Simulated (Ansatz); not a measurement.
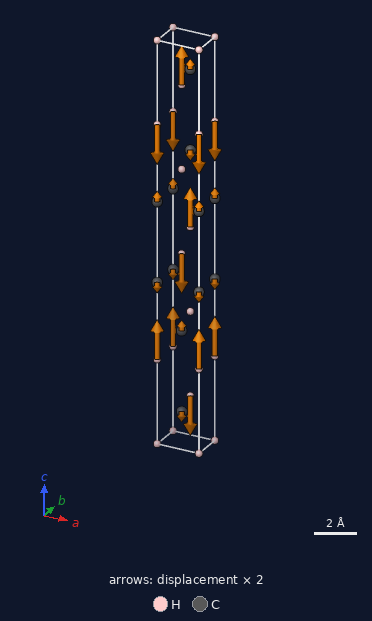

This is a relaxation of solid H3C2 (built on the tetradymite_166 type) (coarse preliminary run). The starting structure is drawn; orange arrows show the displacements (the part carried along by the change of the cell is left out), 2 times their true length.

Style: ball-and-stick. Shown: the conventional cell (3 times the calculation's cell), slightly off an axis. Lengths and directions refer to the drawn axes.

Case: tetradymite type (R-3m, No. 166).

Level of theory: DFT PBE, scalar-relativistic, plane waves, PAW (Ansatz).

Input file:
```yaml
crystal:
  lattice:
    - [1.426539236, 0.8236128119, 6.6127329789]
    - [-1.426539236, 0.8236128119, 6.6127329789]
    - [0.0, -1.6472256238, 6.6127329789]
  atoms:
    - { symbol: H, position: [0.0, 0.0, 0.0] }
    - { symbol: H, position: [0.2095, 0.2095, 0.2095] }
    - { symbol: H, position: [0.7905, 0.7905, 0.7905] }
    - { symbol: C, position: [0.4, 0.4, 0.4] }
    - { symbol: C, position: [0.6, 0.6, 0.6] }
basis:
  ecutwfc: 420
kpoints:
  mp_grid: { grid: [6, 6, 6] }
hamiltonian:
  xc: pbe
scf:
  occupations: { method: gaussian, width: 0.1 }
  lower_state_search: "off"
output:
  forces: true
  stress: true
  eigenvalues: true
relax:
  adjacent_minimum: "off"
  f_tol: 0.04
  max_steps: 70
  cell: { stress_tol: 0.4 }
```

Launched with:
```bash
ansatz run input.yaml --threads 1 --pin off --max-ram 2560MiB --backend cpu --events-out ev --progress --plain --runs-dir out
```

Question: Which element moves most?

Answer: Hydrogen: up to 0.99 Å, against 0.27 Å for carbon.

Question: What did the optimiser do to the structure, and how much energy did it gain?

Answer: The largest moves relative to the cell, 0.99 Å, are those of H2 and H3. H3 goes along −c. Largest moves by element: H 0.99 Å, C 0.27 Å. Cell: a = b 2.853 → 2.436 Å (−14.6 %), c 19.838 → 20.881 Å (+5.3 %). Volume −23.2 %. Near-neighbour distances that change, for instance: H2–C5 2.000 → 1.484 Å. The space group stays R-3m (No. 166). Over 11 accepted moves (12 points after the start) the energy falls by 706 meV per atom. Largest force component: 1.6 eV/Å at the start, 0.0066 eV/Å at the end. Pressure: −25.91 GPa at the start and −0.21 GPa at the end. The SCF was repeated once at an unchanged geometry on a basis and grid sized afresh for the cell, which shifted the energy by 1.3 meV per atom at most.
